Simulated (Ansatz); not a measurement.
**Moving the knobs of a GW run on SiC (Moissanite)**

Aim: change settings of a G0W0 run on SiC (Moissanite) and see what moves.

Program: Ansatz 0.2.0. Level of theory: G0W0 on PBE, plane waves, PAW. Results are calculated unless marked as measured.

### Step 1. Set-up

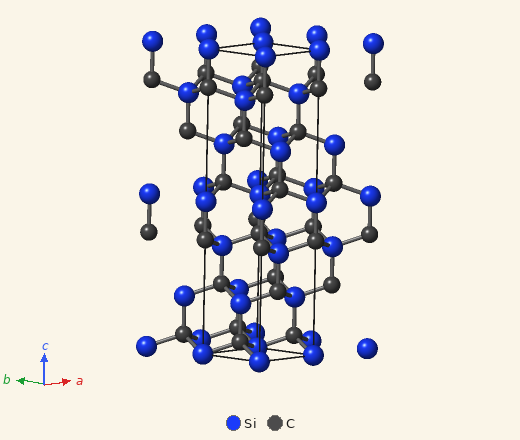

The starting structure, seen from a free direction (silicon blue, carbon dark grey). 2×2×1 cells are drawn. Bonds to atoms that aren't drawn are left out. Some periodic images of atoms are drawn too.

The cell and positions come from the Crystallography Open Database and are kept as given unless a step says otherwise. The default PAW set here is soft_2. Its files were made with PBE.

### Step 2. The base run: 6×6×1 mesh, 265 empty bands, screening to 96 eV

G0W0 replaces the xc potential by the self-energy, built once from these orbitals. Only a window of levels is corrected, while the sums run over the empty bands that the input names.

Input file input.yaml:

```yaml
crystal:
  lattice:
    - [3.081, 0.0, 0.0]
    - [-1.5405, 2.6682242691, 0.0]
    - [0.0, 0.0, 15.1248]
  atoms:
    - { symbol: Si, position: [0.0, 0.0, 0.0] }
    - { symbol: Si, position: [0.0, 0.0, 0.5] }
    - { symbol: Si, position: [0.3333333333, 0.6666666667, 0.1664] }
    - { symbol: Si, position: [0.6666666667, 0.3333333333, 0.6664] }
    - { symbol: Si, position: [0.6666666667, 0.3333333333, 0.3329] }
    - { symbol: Si, position: [0.3333333333, 0.6666666667, 0.8329] }
    - { symbol: C, position: [0.3333333333, 0.6666666667, 0.0412] }
    - { symbol: C, position: [0.6666666667, 0.3333333333, 0.5412] }
    - { symbol: C, position: [0.6666666667, 0.3333333333, 0.208] }
    - { symbol: C, position: [0.3333333333, 0.6666666667, 0.708] }
    - { symbol: C, position: [0.0, 0.0, 0.3746] }
    - { symbol: C, position: [0.0, 0.0, 0.8746] }
kpoints:
  mp_grid: { grid: [6, 6, 1] }
hamiltonian:
  xc: pbe
scf:
  occupations: { method: fixed }
gw:
  n_empty_bands: 265
  ecut_chi: 96
  qp_bands: [v4, c4]
  qp_kpoints: band_edges
  screening: { model: contour_deformation }
```

The run is started by

```sh
$ ansatz run input.yaml --threads 3 --pin off --max-ram 92160MiB --backend cuda --events-out ev --progress --plain --runs-dir out --devices 1 --max-vram 13GiB  # rebuilt from the run's record
```

Numbers of over 12 decimals in the logs are rounded to 6 here.

What it wrote:

```text
GPUs: using 1 of 1 available (devices: 1).
Engine: ansatz 0.2.0, x86_64-unknown-linux-gnu
Pseudopotentials: kind: paw
Pseudopotential: Si, paw, valence charge 4, recommended cutoff 420 eV (normal), Si.paw.azcp
Pseudopotential: C, paw, valence charge 4, recommended cutoff 420 eV (normal), C.paw.azcp
Functional definition: PBE
  parameter kappa = 0.804
  parameter beta = 0.066725
  exchange = pbe_x(kappa = kappa, mu = beta*pi^2/3)
  correlation = pbe_c(beta = beta)
device memory: the entry about to start is reckoned to put 2.1 GiB on a device that reports 34.1 GiB free (of which the cap on the GPU budget leaves the run 13.0 GiB)
GPU FFT provider: cuFFT
GPU libraries: cuBLAS 13.8.2, cuFFT 12.4.0, cuSOLVER 12.3.4
Crystal: 12 atoms, lattice volume = 124.338 Å³
Basis set: ecut = 420 eV, 2415 PW (Γ)
Bands: 36, of which v1, the nominal top of the filled ones, is band 24 counted from 1 (23 counted from 0)
Symmetry: 12 space group operations
Space group: P63mc (ITA 186), of the structure as read, at distance tolerance 5.0e-5 Å
k-points: 7 of 36
Non-local potential: Si, projectors of the file, l = 0: 2, l = 1: 2, l = 2: 2
Non-local potential: C, projectors of the file, l = 0: 2, l = 1: 2, l = 2: 1
PAW form: soft (Blöchl's): semilocal exchange-correlation on the pseudo side does not see the compensation charge
PAW one-centre angular grid: Si, 110 points (default); XC on 64 Gauss nodes
PAW one-centre angular grid: C, 110 points (default); XC on 64 Gauss nodes
Initial density: superposition of atomic densities (neutral atoms: chi_scale 0, normalization atom), corrected by the library's trained network
Initial wavefunctions: pseudopotential atomic-orbital guess
GPU buffer pool allocated for 62208 grid points (all kernels)
GPU transforms: local potential and band sums: pruned to the plane-wave sphere, on 24×24×108
Functional: x = pbe(κ = 0.804, μ = 0.219515), c = pbe(β = 0.066725)
SCF iter   1: F=—  HF=-5322.913798 eV  |F-HF|=—  |Δ(HF+E_count)|=         —  Δρ=2.34e-3  dr2=6.81e-3  ethr=1.77e-3  ⟨swp⟩=4.9  Hψ=1039  notcnv=0  defer=66
preconditioner: auto → none  [insulator: Δε(μ)=1.988 eV  Ē_g=11.953 eV  n_scr=10 (ndim 8)  ℏωp=23.1 eV  f_vac=0.000  ε∞_Penn≈4.7]
SCF iter   2: F=—  HF=-5322.914047 eV  |F-HF|=—  |Δ(HF+E_count)|=   2.49e-4  Δρ=9.12e-4  dr2=8.20e-4  ethr=1.42e-5  ⟨swp⟩=2.4  Hψ=483  notcnv=0  defer=70
SCF iter   3: F=—  HF=-5322.914169 eV  |F-HF|=—  |Δ(HF+E_count)|=   1.22e-4  Δρ=4.27e-4  dr2=2.30e-4  ethr=1.71e-6  ⟨swp⟩=2.0  Hψ=356  notcnv=0  defer=70
SCF iter   4: F=—  HF=-5322.914251 eV  |F-HF|=—  |Δ(HF+E_count)|=   8.18e-5  Δρ=2.42e-4  dr2=6.02e-5  ethr=4.79e-7  ⟨swp⟩=2.1  Hψ=318  notcnv=0  defer=60
SCF iter   5: F=—  HF=-5322.914284 eV  |F-HF|=—  |Δ(HF+E_count)|=   3.32e-5  Δρ=9.50e-5  dr2=7.26e-6  ethr=1.25e-7  ⟨swp⟩=2.4  Hψ=359  notcnv=0  defer=49
[...]
--- Per-component energies (eV) ---
  E_band       = 171.590891
  E_kinetic    = 814.098668
  E_local      = -628.843099  (includes V_loc(G=0)·N_el)
  E_nonlocal   = 310.865722
  E_hartree    = 193.408378
  E_xc         = -632.912611
  E_vxc        = -656.086980  (∫ρ·V_xc dr)
  E_paw        = -3672.514534  (= ΣΔE_a)
  E_vpaw       = -55.260760  (= ΣTr[D̂ρ^β])
  E_aug_tail   = 0.000069  (compensation charges beyond the density's cutoff)
  E_ewald      = -1707.016885
  E_smearing   = -0.000000  (= −TS)
  E_closure    = 0.000000  (closes the sum)
  Σ components = -5322.914292   (vs F -5322.914292, Δ=0.00e0)
--- Band table (eV; the first three rows and the last of 7) ---
  k-point 0: bands = [... 20 lower, 9.2255, 9.4783, 9.5134, 9.5134, 14.6749, 14.8456, 15.2478, 15.7570, ... 8 higher]
  k-point 1: bands = [... 20 lower, 8.7256, 8.8115, 9.1748, 9.2752, 14.2296, 14.6081, 14.7040, 15.3849, ... 8 higher]
  k-point 2: bands = [... 20 lower, 7.9925, 8.0698, 8.4356, 8.6866, 12.3227, 12.4120, 13.2618, 13.8391, ... 8 higher]
  k-point 6: bands = [... 20 lower, 6.3760, 7.3082, 7.4397, 7.4397, 13.0006, 13.0006, 13.2542, 14.5518, ... 8 higher]
--- G₀W₀: contour deformation, 6 samples at zero and on the imaginary axis and 1 off it, 36 q-points, 265 empty bands' worth ---
  eigenvalues of the whole cell's RPA ε∞ on this k-mesh (on a slab, of 1 + 4πα/V) = 6.9852, 7.0373, 7.0373; static W/v taken at q = 0 is 0.142496
  gw.qp_kpoints: band_edges: 5 of 7 stored k-points solved, in 1 pass; an edge of the gap read off the rows below is read off those points alone
    valence top: of the k-points left out ik 4 came nearest to being solved in a further pass, in band 24 (counted from 1, as in the quasiparticle table): it holds the edge there only if its correction is more favourable than any solved in that band by at least 0.718 eV; those differ by 0.196 eV
    conduction bottom: of the k-points left out ik 5 came nearest to being solved in a further pass, in band 25 (counted from 1, as in the quasiparticle table): it holds the edge there only if its correction is more favourable than any solved in that band by at least 1.083 eV; those differ by 0.313 eV
    ik  band        ε_KS         Σx   Σc(E_QP)       V_xc       Z   E_QP_lin       E_QP  E_QP is
     0    21      9.2255   -18.3899     2.3510   -15.6857  0.7903     8.8713     8.8722  root
     0    22      9.4783   -18.2984     2.2575   -15.7208  0.7910     9.1576     9.1583  root
     0    23      9.5134   -18.3424     2.2741   -15.7474  0.7914     9.1918     9.1925  root
     0    24      9.5134   -18.3424     2.2741   -15.7474  0.7914     9.1918     9.1925  root
     0    25     14.6749    -9.1280    -4.6617   -14.4799  0.8033    15.3690    15.3651  root
     0    26     14.8456    -9.0276    -4.7110   -14.4306  0.8024    15.5419    15.5375  root
     0    27     15.2478    -9.0122    -4.7835   -14.4943  0.8001    15.9507    15.9463  root
     0    28     15.7570    -8.8680    -4.9332   -14.5138  0.7948    16.4745    16.4696  root
[...]
6    25     13.0006    -6.9154    -4.2483   -11.6093  0.8143    13.4475    13.4461  root
     6    26     13.0006    -6.9154    -4.2483   -11.6093  0.8143    13.4475    13.4461  root
     6    27     13.2542    -7.1477    -4.3301   -11.9634  0.8126    13.7414    13.7397  root
     6    28     14.5518    -7.3782    -4.5632   -12.5445  0.8003    15.1584    15.1550  root
[key lines of the parts left out:]
SCF converged after 7 iterations
Free energy (F): -5322.914292 eV
Fermi energy:    9.513416 eV
```

Run time: 19 s. Hardware: 1 × NVIDIA H100 80GB HBM3 (shared by 6 runs) with 3 threads of AMD EPYC 7R13 (Zen 3), shared host; peak memory 1.2 GiB; 29 s of CPU time.

This step gave:

```yaml
bands_summed: 289
rpa_eps_infinity_on_this_mesh_eigenvalues: 6.985, 7.037, 7.037
plane_waves_in_the_screening_matrix: 295
q_points_in_the_mesh: 36
g0w0_gap_on_the_mesh: 2.711 eV
k_of_the_valence_top: 0, 0, 0
k_of_the_conduction_bottom: 0, -0.5, 0
starting_gap_on_the_mesh: 2.013 eV
z_at_the_valence_top: 0.7914
z_at_the_conduction_bottom: 0.8151
least_direct_g0w0_gap_on_the_computed_points: 3.927 eV
```

The gap on the mesh goes from 2.01 eV to 2.71 eV, a correction of +0.70 eV. Between the two edge states, bare exchange in place of the xc potential would open the gap by 6.84 eV, and correlation takes back 6.15 eV.

### Step 3. Variant: accuracy level

input.yaml, as its differences from that of step 2:

```diff
@@ -25,4 +25,4 @@
 gw:
-  n_empty_bands: 265
-  ecut_chi: 96
+  n_empty_bands: 282
+  ecut_chi: 100
   qp_bands: [v4, c4]
@@ -30 +30,2 @@
   screening: { model: contour_deformation }
+accuracy: low
```

What it wrote:

```text
settings of this run that can trade accuracy for cost: accuracy: low. Do not mix this run's numbers with those of runs without the same settings; the input reference describes each key
GPUs: using 1 of 1 available (devices: 1).
[...]
GPU FFT provider: cuFFT
GPU libraries: cuBLAS 13.8.2, cuFFT 12.4.0, cuSOLVER 12.3.4
Crystal: 12 atoms, lattice volume = 124.338 Å³
Basis set: ecut = 420 eV, 2415 PW (Γ)
Bands: 36, of which v1, the nominal top of the filled ones, is band 24 counted from 1 (23 counted from 0)
[... 1 set-up line as in the run before ...]
[...]
k-points: 7 of 36
[...]
GPU buffer pool allocated for 62208 grid points (all kernels)
[...]
SCF iter   1: F=—  HF=-5322.913798 eV  |F-HF|=—  |Δ(HF+E_count)|=         —  Δρ=2.34e-3  dr2=6.81e-3  ethr=1.77e-3  ⟨swp⟩=4.9  Hψ=1039  notcnv=0  defer=66
[...]
SCF iter   7: F=-5322.914292 eV  HF=-5322.914292 eV  |F-HF|=1.20e-8  |Δ(HF+E_count)|=   3.92e-7  Δρ=3.54e-6  dr2=3.17e-8  ethr=2.08e-10  ⟨swp⟩=12.3  Hψ=1255  notcnv=0
SCF 1 converged in 7 iterations: F = -5322.914292 eV  dr2 = 3.17e-8
[...]
NSCF: frozen V_eff on 7 k-points
[...]
G₀W₀ screening: q 1/7
[... further progress lines ...]
[...]
SCF converged after 7 iterations
Free energy (F): -5322.914292 eV
[...]
Internal energy: -5322.914292 eV  (E = F + TS)
E sigma→0 (E₀):  -5322.914292 eV
Fermi energy:    9.513416 eV
[...]
--- Band table (eV; the first three rows and the last of 7) ---
  k-point 0: bands = [... 20 lower, 9.2255, 9.4783, 9.5134, 9.5134, 14.6749, 14.8456, 15.2478, 15.7570, ... 8 higher]
  k-point 1: bands = [... 20 lower, 8.7256, 8.8115, 9.1748, 9.2752, 14.2296, 14.6081, 14.7040, 15.3849, ... 8 higher]
  k-point 2: bands = [... 20 lower, 7.9925, 8.0698, 8.4356, 8.6866, 12.3227, 12.4120, 13.2618, 13.8391, ... 8 higher]
  k-point 6: bands = [... 20 lower, 6.3760, 7.3082, 7.4397, 7.4397, 13.0006, 13.0006, 13.2542, 14.5518, ... 8 higher]
[...]
bands read: the sum over 306 bands ends inside a degenerate multiplet in 2 slots, whose members it reads at an even weight; the widest, k=0: bands 306 to 307 (counted from 1) at 1/2 each
[...]
0    21      9.2255   -18.3899     2.3211   -15.6857  0.7899     8.8413     8.8424  root
     0    22      9.4783   -18.2984     2.2269   -15.7208  0.7906     9.1268     9.1277  root
     0    23      9.5134   -18.3424     2.2434   -15.7474  0.7910     9.1609     9.1618  root
     0    24      9.5134   -18.3424     2.2434   -15.7474  0.7910     9.1609     9.1618  root
     0    25     14.6749    -9.1280    -4.6839   -14.4799  0.8031    15.3465    15.3429  root
     0    26     14.8456    -9.0276    -4.7331   -14.4306  0.8019    15.5193    15.5154  root
     0    27     15.2478    -9.0122    -4.8059   -14.4943  0.7998    15.9280    15.9239  root
     0    28     15.7570    -8.8680    -4.9559   -14.5138  0.7945    16.4516    16.4469  root
[...]
6    25     13.0006    -6.9154    -4.2636   -11.6093  0.8142    13.4321    13.4308  root
     6    26     13.0006    -6.9154    -4.2636   -11.6093  0.8142    13.4321    13.4308  root
     6    27     13.2542    -7.1477    -4.3462   -11.9634  0.8124    13.7252    13.7236  root
     6    28     14.5518    -7.3782    -4.5831   -12.5445  0.8002    15.1382    15.1351  root
```

It took 12 s on 1 × NVIDIA H100 80GB HBM3 (shared by 6 runs) with 3 threads; peak memory 1.2 GiB; 19 s of CPU time.

The G0W0 gap on the mesh is 2.726 eV.

Against the base:

```
              setting  base  variant
          empty bands   265      282
screening cutoff (eV)    96      100
             accuracy     -      low
```

```
                                    quantity  variant   base
                    starting gap on the mesh    2.013  2.013
                        G0W0 gap on the mesh    2.726  2.711
least direct G0W0 gap on the computed points    3.939  3.927
                        Z at the valence top    0.791  0.791
                  Z at the conduction bottom    0.815  0.815
```

### Step 4. Variant: larger pair-density box

input.yaml, as its differences from that of step 3:

```diff
@@ -30,2 +30,2 @@
   screening: { model: contour_deformation }
-accuracy: low
+  ecutfock_ratio: 2
```

What it wrote:

```text
GPUs: using 1 of 1 available (devices: 1).
[...]
GPU FFT provider: cuFFT
GPU libraries: cuBLAS 13.8.2, cuFFT 12.4.0, cuSOLVER 12.3.4
Crystal: 12 atoms, lattice volume = 124.338 Å³
Basis set: ecut = 420 eV, 2415 PW (Γ)
Bands: 36, of which v1, the nominal top of the filled ones, is band 24 counted from 1 (23 counted from 0)
[... 1 set-up line as in the run before ...]
[...]
k-points: 7 of 36
[...]
GPU buffer pool allocated for 62208 grid points (all kernels)
[...]
SCF iter   1: F=—  HF=-5322.913798 eV  |F-HF|=—  |Δ(HF+E_count)|=         —  Δρ=2.34e-3  dr2=6.81e-3  ethr=1.77e-3  ⟨swp⟩=4.9  Hψ=1039  notcnv=0  defer=66
[...]
SCF iter   7: F=-5322.914292 eV  HF=-5322.914292 eV  |F-HF|=1.20e-8  |Δ(HF+E_count)|=   3.92e-7  Δρ=3.54e-6  dr2=3.17e-8  ethr=2.08e-10  ⟨swp⟩=12.3  Hψ=1255  notcnv=0
SCF 1 converged in 7 iterations: F = -5322.914292 eV  dr2 = 3.17e-8
[...]
G₀W₀ screening: q 1/7
[... further progress lines ...]
[...]
SCF converged after 7 iterations
Free energy (F): -5322.914292 eV
[...]
Internal energy: -5322.914292 eV  (E = F + TS)
E sigma→0 (E₀):  -5322.914292 eV
Fermi energy:    9.513416 eV
[...]
--- Band table (eV; the first three rows and the last of 7) ---
  k-point 0: bands = [... 20 lower, 9.2255, 9.4783, 9.5134, 9.5134, 14.6749, 14.8456, 15.2478, 15.7570, ... 8 higher]
  k-point 1: bands = [... 20 lower, 8.7256, 8.8115, 9.1748, 9.2752, 14.2296, 14.6081, 14.7040, 15.3849, ... 8 higher]
  k-point 2: bands = [... 20 lower, 7.9925, 8.0698, 8.4356, 8.6866, 12.3227, 12.4120, 13.2618, 13.8391, ... 8 higher]
  k-point 6: bands = [... 20 lower, 6.3760, 7.3082, 7.4397, 7.4397, 13.0006, 13.0006, 13.2542, 14.5518, ... 8 higher]
[...]
0    21      9.2255   -18.3899     2.3200   -15.6857  0.7899     8.8402     8.8413  root
     0    22      9.4783   -18.2984     2.2258   -15.7208  0.7906     9.1257     9.1266  root
     0    23      9.5134   -18.3424     2.2422   -15.7474  0.7910     9.1598     9.1607  root
     0    24      9.5134   -18.3424     2.2422   -15.7474  0.7910     9.1598     9.1607  root
     0    25     14.6749    -9.1280    -4.6844   -14.4799  0.8030    15.3461    15.3424  root
     0    26     14.8456    -9.0276    -4.7335   -14.4306  0.8022    15.5191    15.5150  root
     0    27     15.2478    -9.0122    -4.8063   -14.4943  0.7999    15.9276    15.9235  root
     0    28     15.7570    -8.8680    -4.9562   -14.5138  0.7946    16.4512    16.4466  root
[...]
6    25     13.0006    -6.9154    -4.2641   -11.6093  0.8142    13.4316    13.4303  root
     6    26     13.0006    -6.9154    -4.2641   -11.6093  0.8142    13.4316    13.4303  root
     6    27     13.2542    -7.1477    -4.3468   -11.9634  0.8124    13.7247    13.7231  root
     6    28     14.5518    -7.3782    -4.5838   -12.5445  0.8001    15.1376    15.1344  root
```

Run time: 17 s. Hardware: 1 × NVIDIA H100 80GB HBM3 (shared by 6 runs) with 3 threads; peak memory 1.2 GiB; 26 s of CPU time.

The G0W0 gap on the mesh is 2.726 eV.

Against the base:

```
              setting  base  variant
          empty bands   265      282
screening cutoff (eV)    96      100
       ecutfock ratio     -        2
```

```
                                    quantity  variant   base
                    starting gap on the mesh    2.013  2.013
                        G0W0 gap on the mesh    2.726  2.711
least direct G0W0 gap on the computed points    3.939  3.927
                        Z at the valence top    0.791  0.791
                  Z at the conduction bottom    0.815  0.815
```

### Step 5. What came out

| Quantity | Value |
| --- | --- |
| base | 2.71 eV, 19 s |
| accuracy level | 2.73 eV, 12 s |
| larger pair-density box | 2.73 eV, 17 s |

**Reading.** Accuracy level: the gap moves by +0.01 eV. The variant differs from the base in empty bands, screening cutoff and accuracy together, so the change can't be laid to one of them. Larger pair-density box: the gap moves by +0.02 eV. The variant differs from the base in empty bands, screening cutoff and ecutfock ratio together, so the change can't be laid to one of them. All runs here use a coarse mesh and modest cutoffs; they test settings and are not final values. The 6×6×1 mesh is coarse for this cell (its supercell is 15 Å along the shortest edge). The RPA ε∞ on it, from the PBE start, is 6.99 and 7.04; such meshes misread the long-range screening, most where the gap is narrow.

[Paths, hosts, dates, memory and timing lines, banners, echoed tables and standing remarks are left out of the program output.]

[Logs are printed without paths, hosts, clocks, repeated set-up lines and the standing remarks that a program may print on its own settings, such as how far it seeks lower states.]

[Runs of the session that timed out or met a known fault of the program may be left out.]

[Cells called generated may have been cut or substituted from an entry of the Crystallography Open Database or the Materials Project.]

[Hosts, paths, dates, database ids (printed as entryN), source tags and the programs' standing remarks are cut or masked in the printed files.]
